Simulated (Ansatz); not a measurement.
## Run report: Ir16O, geometry relaxation (part 3 of 3)

The same run, continued: Ir16O (slab, 17 atoms in the cell); DFT PBE+D3(BJ), scalar-relativistic, plane waves, PAW, no spin polarisation (Ansatz 0.2.0); cutoff 420 eV, 6×6×1 k-mesh, Gaussian smearing of 0.1 eV. The structure derives from an entry of the Crystallography Open Database. The input holds or restrains some coordinates. Forces given for the steps count only the free coordinates.

Geometry of the input (Å; fractional positions):
```
5.4314  0.0000  0.0000
-2.7157  4.7037  0.0000
0.0000  0.0000  25.6520
Ir 0.3333  0.1667  0.3314
Ir 0.3333  0.6667  0.3314
Ir 0.8333  0.1667  0.3314
Ir 0.8333  0.6667  0.3314
Ir 0.6667  0.3333  0.4178
Ir 0.6667  0.8333  0.4178
Ir 0.1667  0.3333  0.4178
Ir 0.1667  0.8333  0.4178
Ir 0.0000  0.5000  0.5030
Ir 0.0000  0.0000  0.5030
Ir 0.5000  0.5000  0.5030
Ir 0.5000  0.0000  0.5030
Ir 0.3333  0.6667  0.5883
Ir 0.3333  0.1667  0.5883
Ir 0.8333  0.6667  0.5883
Ir 0.8333  0.1667  0.5883
O  0.1667  0.3333  0.6413
```

Output, continued
```
  k-point 2: bands = ["-87.5211", "-87.4989", "-87.4905", "-87.4564", "-87.4416", "-87.4313", "-87.4270", "-87.2834", "-87.2427", "-87.2197", "-87.2138", "-86.9192", "-86.8529", "-86.8357", "-86.8294", "-86.7042", "-44.6722", "-44.6567", "-44.6531", "-44.6258", "-44.6112", "-44.5851", "-44.5781", "-44.5661", "-44.4197", "-44.4175", "-44.3878", "-44.3554", "-44.3434", "-44.3194", "-44.3088", "-44.2789", "-44.2600", "-44.2490", "-44.2169", "-44.2064", "-44.2027", "-44.1852", "-44.1366", "-44.1271",
      "-44.1063", "-44.0906", "-44.0818", "-44.0600", "-44.0052", "-43.9856", "-43.9758", "-43.9314", "-43.9223", "-43.8943", "-43.8433", "-43.8180", "-43.7254", "-43.7093", "-43.6702", "-43.6374", "-43.6084", "-43.6018", "-43.5811", "-43.5634", "-43.5580", "-43.5418", "-43.5260", "-43.4820", "-14.2262", "-4.1177", "-2.7260", "-2.4528", "-2.0410", "-1.7886", "-1.6066", "-1.5835", "-1.5187", "-1.4968", "-1.4620", "-1.3394", "-1.0993", "-1.0840", "-0.9963", "-0.8850",
      "-0.8297", "-0.7212", "-0.3967", "-0.3366", "-0.1410", "0.0809", "0.1210", "0.2196", "0.2294", "0.4622", "0.6367", "0.6483", "0.8346", "0.9492", "1.0121", "1.1807", "1.3109", "1.3836", "1.5098", "1.6951", "1.7011", "1.7557", "1.8382", "1.9086", "2.0206", "2.0527", "2.1435", "2.2327", "2.2448", "2.3273", "2.3737", "2.4395", "2.4882", "2.6377", "2.9072", "3.0355", "3.1784", "3.2010", "3.2676", "3.3365",
      "3.3549", "3.4608", "3.4736", "3.5766", "3.7087", "3.7100", "3.9525", "4.1968", "4.2779", "4.3747", "4.5454", "4.6487", "4.6771", "4.7870", "4.7931", "4.8426", "4.8929", "5.0307", "5.1246", "5.3843", "5.4522", "5.5412", "5.5615", "5.6835", "5.7156", "6.0073", "6.1497", "6.2292", "6.3220", "6.5328", "6.5494", "6.7978", "6.8159", "7.5814", "7.8235", "8.2422", "8.3383", "8.7813", "8.9626", "9.1927",
      "9.5570", "9.9979", "10.3887", "11.4070", "11.5636", "11.6960", "11.8473"]
  k-point 6: bands = ["-87.5090", "-87.5074", "-87.4934", "-87.4529", "-87.4420", "-87.4339", "-87.4277", "-87.2837", "-87.2381", "-87.2241", "-87.2139", "-86.9176", "-86.8456", "-86.8456", "-86.8284", "-86.7043", "-44.6012", "-44.5957", "-44.5859", "-44.5832", "-44.5497", "-44.5358", "-44.5183", "-44.4806", "-44.4708", "-44.4644", "-44.4134", "-44.4059", "-44.3725", "-44.3543", "-44.3402", "-44.2731", "-44.2679", "-44.2353", "-44.2288", "-44.2131", "-44.2076", "-44.2057", "-44.1794", "-44.1321",
      "-44.1130", "-44.0887", "-44.0870", "-44.0519", "-44.0361", "-43.9853", "-43.9164", "-43.8975", "-43.8894", "-43.8529", "-43.8280", "-43.8260", "-43.8254", "-43.8244", "-43.6676", "-43.6255", "-43.6252", "-43.5942", "-43.5917", "-43.5909", "-43.5736", "-43.5714", "-43.5549", "-43.4815", "-14.2102", "-2.7165", "-2.5383", "-2.5133", "-1.8979", "-1.5578", "-1.4909", "-0.9941", "-0.9828", "-0.8755", "-0.6594", "-0.6586", "-0.6349", "-0.5589", "-0.4891", "-0.3920",
      "-0.3671", "-0.2627", "-0.2186", "-0.0443", "-0.0363", "0.0193", "0.0766", "0.1065", "0.2907", "0.3699", "0.4110", "0.4873", "0.5229", "0.6349", "0.6808", "0.7318", "1.0320", "1.0797", "1.1561", "1.2003", "1.3447", "1.4141", "1.4413", "1.4659", "1.4699", "1.5096", "1.7044", "1.7108", "1.7509", "1.8621", "2.4066", "2.4391", "2.4665", "2.5962", "2.6242", "2.6505", "2.7560", "2.9238", "3.1018", "3.2747",
      "3.2986", "3.3660", "3.5174", "3.5891", "3.6188", "3.7336", "3.7866", "4.0210", "4.0633", "4.1006", "4.1044", "4.4762", "4.5843", "4.6243", "4.7846", "4.9587", "5.0508", "5.1276", "5.1433", "5.2218", "5.3924", "5.4490", "5.5383", "5.5466", "5.6000", "5.6387", "5.7119", "5.7144", "5.8350", "5.8371", "5.8432", "6.1986", "6.2987", "6.6711", "7.1334", "7.4125", "8.0834", "9.0140", "9.4367", "9.5386",
      "11.0513", "11.1319", "11.1420", "11.3608", "11.5578", "11.7892", "12.2306"]
--- Relaxed structure (6 steps of the walk, 6 accepted, 0 SCFs on fresh bases) ---
  F+E_penalty+E_count = -191533.29071684 eV   max|allowed force component| = 2.449e-2 eV/Å
  atoms:
    - { symbol: Ir, position: [0.3333333333333333, 0.16666666666666663, 0.331357893] }
    - { symbol: Ir, position: [0.3333333333333333, 0.6666666666666664, 0.331357893] }
    - { symbol: Ir, position: [0.8333333333333331, 0.16666666666666663, 0.331357893] }
    - { symbol: Ir, position: [0.8333333333333333, 0.6666666666666666, 0.331357893] }
    - { symbol: Ir, position: [0.6666666666666667, 0.33333333333333326, 0.41779711] }
    - { symbol: Ir, position: [0.6666666666666667, 0.8333333333333331, 0.41779711] }
    - { symbol: Ir, position: [0.16666666666666669, 0.3333333333333333, 0.41779711] }
    - { symbol: Ir, position: [0.1666666666666667, 0.8333333333333331, 0.41779711] }
    - { symbol: Ir, position: [-0.00024499360623131405, 0.5002449936062312, 0.502653104121795] }
    - { symbol: Ir, position: [-0.00024499360623136957, -0.0004899872124627833, 0.502653104121795] }
    - { symbol: Ir, position: [0.5004899872124626, 0.5002449936062312, 0.502653104121795] }
    - { symbol: Ir, position: [0.4999999999999999, -2.607005878703962e-17, 0.5035260934206511] }
    - { symbol: Ir, position: [0.3392338916081653, 0.6784677832163304, 0.5906565939369385] }
    - { symbol: Ir, position: [0.3392338916081653, 0.16076610839183458, 0.5906565939369385] }
    - { symbol: Ir, position: [0.8333333333333333, 0.6666666666666666, 0.5878840362827148] }
    - { symbol: Ir, position: [0.821532216783669, 0.16076610839183458, 0.5906565939369385] }
    - { symbol: O, position: [0.16666666666666669, 0.3333333333333333, 0.6391450918753605] }
```

Trajectory as extended XYZ (Å, eV, eV/Å), 6 frames, from step=1 to step=6
```
17
Lattice="5.4314 0.0000 0.0000 -2.7157 4.7037 0.0000 0.0000 0.0000 25.6520" Properties=species:S:1:pos:R:3:forces:R:3 step=1 energy=-191533.19057
Ir    1.3578    0.7839    8.5000    0.0243  -0.0140   0.2560
Ir    0.0000    3.1358    8.5000    0.0000   0.0281   0.2560
Ir    4.0735    0.7839    8.5000   -0.0243  -0.0140   0.2560
Ir    2.7157    3.1358    8.5000    0.0000   0.0000   0.3694
Ir    2.7157    1.5679   10.7173    0.0000   0.0105  -0.4602
Ir    1.3578    3.9197   10.7173    0.0091  -0.0053  -0.4602
Ir    0.0000    1.5679   10.7173    0.0000   0.0000  -0.1284
Ir   -1.3578    3.9197   10.7173   -0.0091  -0.0053  -0.4602
Ir   -1.3578    2.3518   12.9030   -0.1244   0.0718  -0.3588
Ir    0.0000    0.0000   12.9030    0.0000  -0.1436  -0.3588
Ir    1.3578    2.3518   12.9030    0.1244   0.0718  -0.3588
Ir    2.7157    0.0000   12.9030    0.0000   0.0000   0.3289
Ir    0.0000    3.1358   15.0911    0.0000   0.4636   0.5213
Ir    1.3578    0.7839   15.0911    0.4015  -0.2318   0.5213
Ir    2.7157    3.1358   15.0911    0.0000   0.0000  -0.1033
Ir    4.0735    0.7839   15.0911   -0.4015  -0.2318   0.5213
O     0.0000    1.5679   16.4511    0.0000   0.0000  -0.3413
17
Lattice="5.4314 0.0000 0.0000 -2.7157 4.7037 0.0000 0.0000 0.0000 25.6520" Properties=species:S:1:pos:R:3:forces:R:3 step=2 energy=-191533.24795
Ir    1.3578    0.7839    8.5000    0.0414  -0.0239   0.2786
Ir    0.0000    3.1358    8.5000    0.0000   0.0478   0.2786
Ir    4.0735    0.7839    8.5000   -0.0414  -0.0239   0.2786
Ir    2.7157    3.1358    8.5000    0.0000   0.0000   0.4338
Ir    2.7157    1.5679   10.7173    0.0000  -0.1387  -0.1640
Ir    1.3578    3.9197   10.7173   -0.1201   0.0693  -0.1640
Ir    0.0000    1.5679   10.7173    0.0000   0.0000  -0.0415
Ir   -1.3578    3.9197   10.7173    0.1201   0.0693  -0.1640
Ir   -1.3605    2.3534   12.9043    0.0459  -0.0265   0.1093
Ir    0.0000   -0.0031   12.9043    0.0000   0.0530   0.1093
Ir    1.3605    2.3534   12.9043   -0.0459  -0.0265   0.1093
Ir    2.7157    0.0000   12.9681    0.0000   0.0000  -0.1943
Ir    0.0000    3.1659   15.1884    0.0000   0.1154  -0.1088
Ir    1.3839    0.7689   15.1884    0.0999  -0.0577  -0.1088
Ir    2.7157    3.1358   15.0957    0.0000   0.0000  -0.0173
Ir    4.0474    0.7689   15.1884   -0.0999  -0.0577  -0.1088
O     0.0000    1.5679   16.5036    0.0000   0.0000  -0.5256
17
Lattice="5.4314 0.0000 0.0000 -2.7157 4.7037 0.0000 0.0000 0.0000 25.6520" Properties=species:S:1:pos:R:3:forces:R:3 step=3 energy=-191533.28265
Ir    1.3578    0.7839    8.5000    0.0351  -0.0203   0.2625
Ir    0.0000    3.1358    8.5000    0.0000   0.0406   0.2625
Ir    4.0735    0.7839    8.5000   -0.0351  -0.0203   0.2625
Ir    2.7157    3.1358    8.5000    0.0000   0.0000   0.4057
Ir    2.7157    1.5679   10.7173    0.0000  -0.1065  -0.3030
Ir    1.3578    3.9197   10.7173   -0.0922   0.0532  -0.3030
Ir    0.0000    1.5679   10.7173    0.0000   0.0000  -0.1321
Ir   -1.3578    3.9197   10.7173    0.0922   0.0532  -0.3030
Ir   -1.3603    2.3532   12.8955    0.0138  -0.0080   0.0160
Ir    0.0000   -0.0028   12.8955    0.0000   0.0159   0.0160
Ir    1.3603    2.3532   12.8955   -0.0138  -0.0080   0.0160
Ir    2.7157    0.0000   12.9410    0.0000   0.0000  -0.2372
Ir    0.0000    3.1762   15.1527    0.0000   0.0878   0.0490
Ir    1.3928    0.7637   15.1527    0.0760  -0.0439   0.0490
Ir    2.7157    3.1358   15.0798    0.0000   0.0000   0.0519
Ir    4.0385    0.7637   15.1527   -0.0760  -0.0439   0.0490
O     0.0000    1.5679   16.4331    0.0000   0.0000  -0.1627
17
Lattice="5.4314 0.0000 0.0000 -2.7157 4.7037 0.0000 0.0000 0.0000 25.6520" Properties=species:S:1:pos:R:3:forces:R:3 step=4 energy=-191533.28968
Ir    1.3578    0.7839    8.5000    0.0295  -0.0170   0.2663
Ir    0.0000    3.1358    8.5000    0.0000   0.0340   0.2663
Ir    4.0735    0.7839    8.5000   -0.0295  -0.0170   0.2663
Ir    2.7157    3.1358    8.5000    0.0000   0.0000   0.3854
Ir    2.7157    1.5679   10.7173    0.0000  -0.0637  -0.3430
Ir    1.3578    3.9197   10.7173   -0.0551   0.0318  -0.3430
Ir    0.0000    1.5679   10.7173    0.0000   0.0000  -0.1144
Ir   -1.3578    3.9197   10.7173    0.0551   0.0318  -0.3430
Ir   -1.3608    2.3536   12.8955    0.0091  -0.0052  -0.0082
Ir    0.0000   -0.0035   12.8955    0.0000   0.0105  -0.0082
Ir    1.3608    2.3536   12.8955   -0.0091  -0.0052  -0.0082
Ir    2.7157    0.0000   12.9198    0.0000   0.0000  -0.0686
Ir    0.0000    3.1930   15.1490    0.0000  -0.0947   0.0759
Ir    1.4074    0.7553   15.1490   -0.0820   0.0474   0.0759
Ir    2.7157    3.1358   15.0856    0.0000   0.0000  -0.0404
Ir    4.0240    0.7553   15.1490    0.0820   0.0474   0.0759
O     0.0000    1.5679   16.4024    0.0000   0.0000  -0.1354
17
Lattice="5.4314 0.0000 0.0000 -2.7157 4.7037 0.0000 0.0000 0.0000 25.6520" Properties=species:S:1:pos:R:3:forces:R:3 step=5 energy=-191533.29072
Ir    1.3578    0.7839    8.5000    0.0311  -0.0180   0.2638
Ir    0.0000    3.1358    8.5000    0.0000   0.0359   0.2638
Ir    4.0735    0.7839    8.5000   -0.0311  -0.0180   0.2638
Ir    2.7157    3.1358    8.5000    0.0000   0.0000   0.3838
Ir    2.7157    1.5679   10.7173    0.0000  -0.0601  -0.3516
Ir    1.3578    3.9197   10.7173   -0.0520   0.0300  -0.3516
Ir    0.0000    1.5679   10.7173    0.0000   0.0000  -0.1409
Ir   -1.3578    3.9197   10.7173    0.0520   0.0300  -0.3516
Ir   -1.3598    2.3530   12.8941   -0.0140   0.0081   0.0034
Ir    0.0000   -0.0023   12.8941    0.0000  -0.0161   0.0034
Ir    1.3598    2.3530   12.8941    0.0140   0.0081   0.0034
Ir    2.7157    0.0000   12.9165    0.0000   0.0000   0.0123
Ir    0.0000    3.1913   15.1515    0.0000   0.0246  -0.0092
Ir    1.4059    0.7562   15.1515    0.0213  -0.0123  -0.0092
Ir    2.7157    3.1358   15.0804    0.0000   0.0000   0.0096
Ir    4.0254    0.7562   15.1515   -0.0213  -0.0123  -0.0092
O     0.0000    1.5679   16.3954    0.0000   0.0000   0.0155
17
Lattice="5.4314 0.0000 0.0000 -2.7157 4.7037 0.0000 0.0000 0.0000 25.6520" Properties=species:S:1:pos:R:3:forces:R:3 step=6 energy=-191533.29072
Ir    1.3578    0.7839    8.5000    0.0312  -0.0180   0.2637
Ir    0.0000    3.1358    8.5000    0.0000   0.0360   0.2637
Ir    4.0735    0.7839    8.5000   -0.0312  -0.0180   0.2637
Ir    2.7157    3.1358    8.5000    0.0000   0.0000   0.3836
Ir    2.7157    1.5679   10.7173    0.0000  -0.0604  -0.3515
Ir    1.3578    3.9197   10.7173   -0.0523   0.0302  -0.3515
Ir    0.0000    1.5679   10.7173    0.0000   0.0000  -0.1405
Ir   -1.3578    3.9197   10.7173    0.0523   0.0302  -0.3515
Ir   -1.3598    2.3530   12.8941   -0.0137   0.0079   0.0032
Ir    0.0000   -0.0023   12.8941    0.0000  -0.0158   0.0032
Ir    1.3598    2.3530   12.8941    0.0137   0.0079   0.0032
Ir    2.7157    0.0000   12.9165    0.0000   0.0000   0.0118
Ir    0.0000    3.1913   15.1515    0.0000   0.0245  -0.0091
Ir    1.4059    0.7562   15.1515    0.0212  -0.0122  -0.0091
Ir    2.7157    3.1358   15.0804    0.0000   0.0000   0.0099
Ir    4.0254    0.7562   15.1515   -0.0212  -0.0122  -0.0091
O     0.0000    1.5679   16.3954    0.0000   0.0000   0.0160
```

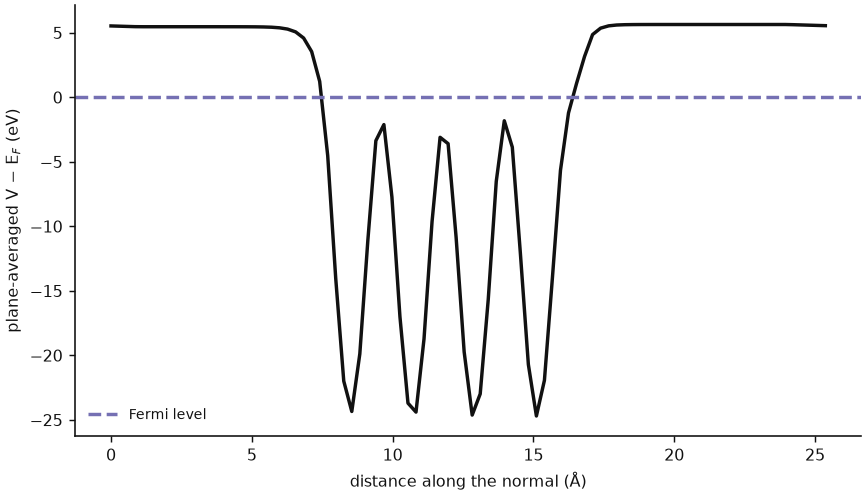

Figure 1. Plane average of the electrostatic potential energy of an electron across the cell, from the Fermi level. The vacuum level lies 5.64 eV above the Fermi level on the upper side and 5.47 eV on the lower.

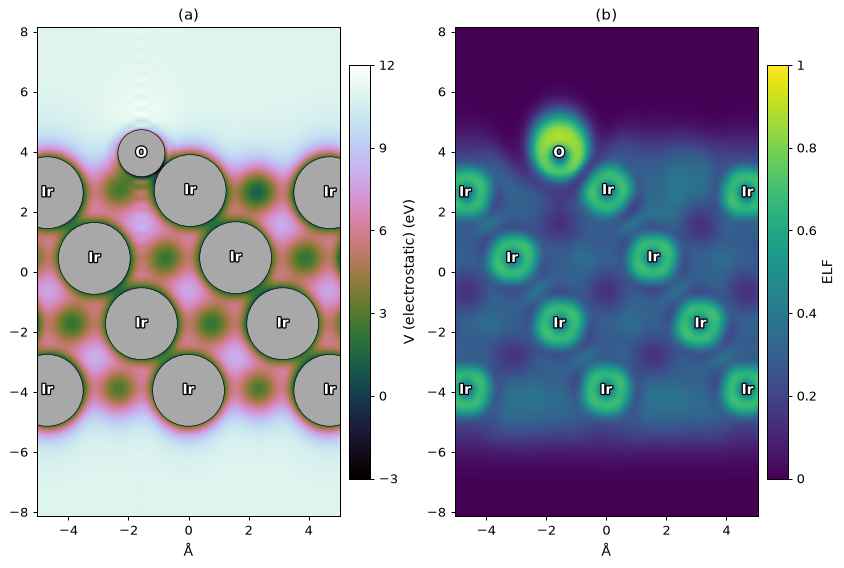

Figure 2. (a) electrostatic potential energy of an electron; (b) electron localisation function on the (110) plane of the calculation cell, a cut from vacuum to vacuum. Grey discs, where drawn, cover atomic cores. Atoms in the plane: Ir and O. Ir–O (2.05 Å): the ELF peaks at about 0.80 in the valence shell of O, 0.6 Å from its nucleus, and drops to about 0.20 between the two atoms (no shared pair; the contact is polar). The strong features right at Ir lie inside the PAW spheres (semicore, d or f shells) and say nothing about bonding. The fields are those of the smooth PAW valence density.

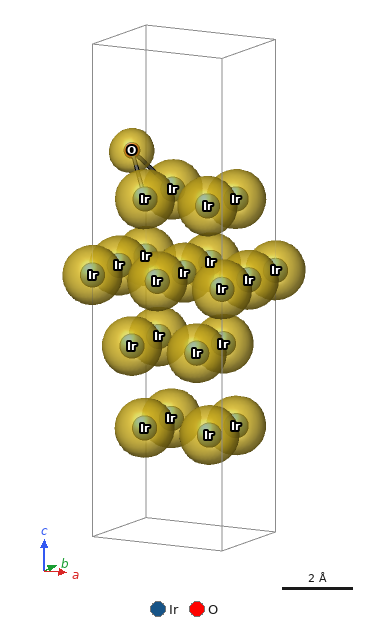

Figure 3. Isosurface of the valence pseudo-density at 1.5 e/Å³ (yellow), seen slightly off an axis. Sticks mark near contacts. At this value the density breaks into separate islands; it holds about 65 % of the electrons treated as valence (semicore included). It is pinched off along the Ir–O (2.05 Å) contacts. On the grid the lowest density along these lines, outside the cores, is 0.83 e/Å³ (Ir–O, 2.05 Å).

Summary

- outcome: converged under the restraints of the input
- electrons treated: 278
- free energy: −191533.2907 eV
- work function, top face: 5.64 eV
- work function, bottom face: 5.47 eV
- Fermi energy: 5.415 eV
- gap on the k-point mesh: none (metallic)
- final volume: 655.34 Å³
- work function (upper face): 5.64 eV
- largest force (length of the vector) at the end, held atoms and coordinates included: 0.384 eV/Å
- hardware: 4 threads of Intel Xeon (Sapphire Rapids), 64 GiB of memory available, shared host
- wall time: 88 s (CPU time 5.7 min)
- peak memory: 2.5 GiB

Notes

Warnings of the run: the exchange-correlation potential is rough where the density is thin. Spin–orbit coupling is left out, which matters for Ir.
